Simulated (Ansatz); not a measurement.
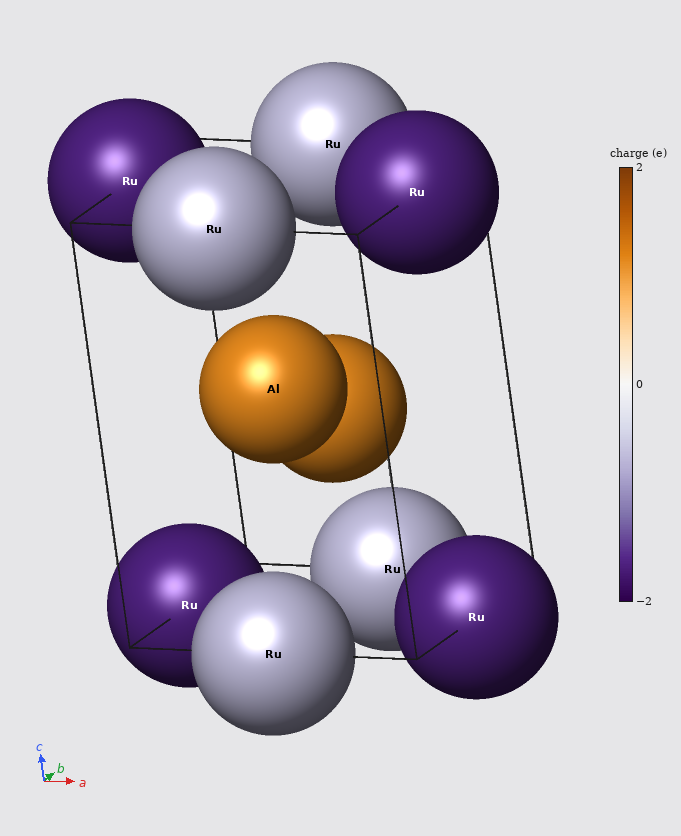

Structure drawing (spheres-only), viewed slightly off an axis. Lines trace the edges of the cell (the run's own, in a reduced setting). The atoms of this AlRu cell are coloured by their Bader charge.

Calculation details: DFT PBE, scalar-relativistic, plane waves, PAW (Ansatz 0.2.0); a 420 eV plane-wave basis, k-points about 0.14 Å⁻¹ apart, Gaussian smearing of 0.1 eV, collinear spins. The state is ferromagnetic.

Q: Interpret the colouring.

A: Most positive: Al; most negative: Ru. Charges: about Al +1.2 e; Ru -1.7 to -0.6 e.

Its origin is a random cell made by a generator, so it need not be a real form of the compound. Earlier steps of the study may have refined or changed the cell and positions. Ansatz was used for an electronic-structure calculation on it.
